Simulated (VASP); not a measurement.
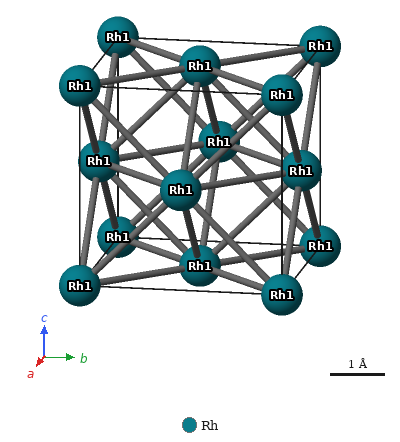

The input geometry of run 1 (ball-and-stick view of the cell 4 times as large as that of the calculation, set on its symmetry axes, seen slightly off an axis; atoms are numbered from 1 in the order of the input). Near neighbours in the crystal (not all of them lie inside the picture): Rh has 12 Rh at 2.71 Å.

## Rh: a changed input and its effect

System: Rh (1 atom in the cell).
Method of run 1: Kohn-Sham DFT of a periodic cell, PBE, VASP PAW PBE potentials, recommended, no spin polarisation (VASP 6.6.1).

The structure derives from an entry of the Crystallography Open Database. 

INCAR, run 1:
```
  PREC = Accurate
  ENCUT = 520
  EDIFF = 1E-7
  ISMEAR = 1
  SIGMA = 0.2
  LREAL = False
  LASPH = True
  NELM = 80
  ALGO = Fast
  ISIF = 2
  LWAVE = False
  LCHARG = False
  GGA = PE
```

KPOINTS, run 1:
```
Automatic mesh
0
Gamma
  18 18 18
```

POSCAR, run 1:
```
Rh                                      
1.0
    0.0000000000      1.9148207487      1.9148207487
    1.9148207487      0.0000000000      1.9148207487
    1.9148207487      1.9148207487      0.0000000000
  Rh            
     1
Direct
     0.0000000000000000    0.0000000000000000    0.0000000000000000
```

Command:
```bash
cat potpaw_PBE.64/Rh_pv/POTCAR > POTCAR
mpirun -np 1 vasp_std > vasp.out
```

Hardware: 1 thread of Intel Xeon @ 2.90GHz (Ice Lake), 64 GiB of memory available, shared host.

OSZICAR and lines of OUTCAR (run 1):
```
N       E                     dE             d eps       ncg     rms          rms(c)
DAV:   1     0.116335333563E+03    0.11634E+03   -0.94233E+03  4290   0.147E+03
DAV:   2    -0.623805849156E+01   -0.12257E+03   -0.11775E+03  4422   0.389E+02
DAV:   3    -0.775407420324E+01   -0.15160E+01   -0.15084E+01  4974   0.492E+01
DAV:   4    -0.776338270827E+01   -0.93085E-02   -0.93075E-02  4708   0.400E+00
DAV:   5    -0.776353124309E+01   -0.14853E-03   -0.14853E-03  4957   0.470E-01    0.961E+00
RMM:   6    -0.727467250829E+01    0.48886E+00   -0.11278E+00  4394   0.127E+01    0.332E+00
RMM:   7    -0.726153124245E+01    0.13141E-01   -0.53251E-02  4495   0.256E+00    0.156E+00
RMM:   8    -0.725890432939E+01    0.26269E-02   -0.99487E-03  4670   0.136E+00    0.304E-01
RMM:   9    -0.725833688696E+01    0.56744E-03   -0.12205E-03  4913   0.452E-01    0.515E-02
RMM:  10    -0.725832050210E+01    0.16385E-04   -0.16737E-04  4925   0.188E-01    0.132E-02
RMM:  11    -0.725832084143E+01   -0.33932E-06   -0.25198E-05  5069   0.855E-02    0.285E-03
RMM:  12    -0.725832073580E+01    0.10562E-06   -0.71096E-06  5239   0.430E-02    0.206E-03
RMM:  13    -0.725832129485E+01   -0.55905E-06   -0.20389E-06  4997   0.243E-02    0.113E-03
RMM:  14    -0.725832112445E+01    0.17040E-06   -0.68383E-07  4034   0.129E-02    0.571E-04
RMM:  15    -0.725832118115E+01   -0.56701E-07   -0.17556E-07  3190   0.679E-03
   1 F= -.72583212E+01 E0= -.72584491E+01  d E =0.383668E-03
[... from OUTCAR:]
  free energy    TOTEN  =        -7.25832118 eV
  energy without entropy =       -7.25870485  energy(sigma->0) =       -7.25844907
 E-fermi :  11.5238     XC(G=0): -13.8969     alpha+bet :-18.3941
  free  energy   TOTEN  =        -7.2583211811 eV
  energy  without entropy=       -7.2587048493  energy(sigma->0) =       -7.25844907
```

The input of run 2 differs as follows (lines with − go, lines with + come):
```diff
-    0.0000000000      1.9148207487      1.9148207487
-    1.9148207487      0.0000000000      1.9148207487
-    1.9148207487      1.9148207487      0.0000000000
+    0.0000000000      1.9523757881      1.9523757881
+    1.9523757881      0.0000000000      1.9523757881
+    1.9523757881      1.9523757881      0.0000000000
```

How does run 2 compare with run 1?

With the same functional and potentials, run 2 lies 35.4 meV per atom higher. The pressure goes from 0.02 to −12.89 GPa. The volume per atom goes from 14.04 to 14.88 Å³. The cell is scaled evenly with the atoms at fixed fractional positions, so −ΔP/Δ ln V estimates the bulk modulus midway between the two volumes: about 220 GPa. The SCF takes 16 iterations against 15. The plane waves at Γ go from 388.0 to 412.0.

OSZICAR and lines of OUTCAR (run 2):
```
N       E                     dE             d eps       ncg     rms          rms(c)
DAV:   1     0.115226974849E+03    0.11523E+03   -0.94295E+03  4293   0.144E+03
DAV:   2    -0.616189267666E+01   -0.12139E+03   -0.11646E+03  4428   0.384E+02
DAV:   3    -0.772288614313E+01   -0.15610E+01   -0.15391E+01  4914   0.493E+01
DAV:   4    -0.773271521955E+01   -0.98291E-02   -0.98276E-02  4736   0.404E+00
DAV:   5    -0.773287517595E+01   -0.15996E-03   -0.15995E-03  4859   0.491E-01    0.832E+00
RMM:   6    -0.723430804295E+01    0.49857E+00   -0.12360E+00  4393   0.131E+01    0.269E+00
RMM:   7    -0.722574828609E+01    0.85598E-02   -0.45962E-02  4509   0.228E+00    0.138E+00
RMM:   8    -0.722333905979E+01    0.24092E-02   -0.81359E-03  4661   0.124E+00    0.246E-01
RMM:   9    -0.722290202706E+01    0.43703E-03   -0.96707E-04  4871   0.387E-01    0.497E-02
RMM:  10    -0.722288052650E+01    0.21501E-04   -0.14018E-04  4882   0.164E-01    0.102E-02
RMM:  11    -0.722288034880E+01    0.17770E-06   -0.19881E-05  5105   0.735E-02    0.176E-03
RMM:  12    -0.722288051617E+01   -0.16737E-06   -0.44039E-06  5264   0.330E-02    0.179E-03
RMM:  13    -0.722288075012E+01   -0.23394E-06   -0.11782E-06  4602   0.176E-02    0.113E-03
RMM:  14    -0.722288044478E+01    0.30533E-06   -0.61315E-07  4691   0.119E-02    0.352E-03
RMM:  15    -0.722288088222E+01   -0.43744E-06   -0.44527E-07  4311   0.970E-03    0.155E-04
RMM:  16    -0.722288090210E+01   -0.19881E-07   -0.55686E-08  2744   0.346E-03
   1 F= -.72228809E+01 E0= -.72231874E+01  d E =0.919606E-03
[... from OUTCAR:]
  free energy    TOTEN  =        -7.22288090 eV
  energy without entropy =       -7.22380051  energy(sigma->0) =       -7.22318744
 E-fermi :  10.5050     XC(G=0): -13.5264     alpha+bet :-17.3529
  free  energy   TOTEN  =        -7.2228809021 eV
  energy  without entropy=       -7.2238005083  energy(sigma->0) =       -7.22318744
```

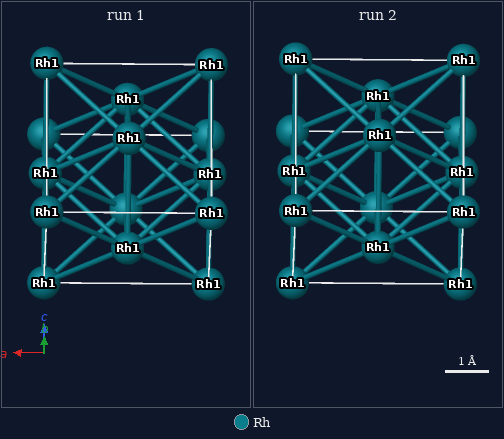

The two input geometries at one scale (ball-and-stick view of the cell 4 times as large as that of the calculation, set on its symmetry axes, seen at an oblique angle). No atom moves by more than 0.005 Å relative to the cell. Cell: a = b = c 3.830 → 3.905 Å (+2.0 %). Volume +6.0 %. Among the contacts that change: Rh1–Rh1 2.708 → 2.761 Å.

The two runs side by side:

| quantity | run 1 | run 2 |
| --- | --- | --- |
| outcome | converged | converged |
| free energy per atom (eV) | −7.2583 | −7.2229 |
| energy per atom, smearing taken to zero (eV) | −7.2584 | −7.2232 |
| gap on the mesh (eV) | 0.00 | 0.00 |
| pressure (GPa) | 0.02 | −12.89 |
| volume per atom (Å³) | 14.04 | 14.88 |
| largest force (eV/Å) | 0.000 | 0.000 |
| SCF iterations | 15 | 16 |
| irreducible k-points | 195 | 195 |
| plane waves at Γ | 388 | 412 |

For run 2: The cell is under a tension of 12.9 GPa at this level, so it is not at its equilibrium volume.
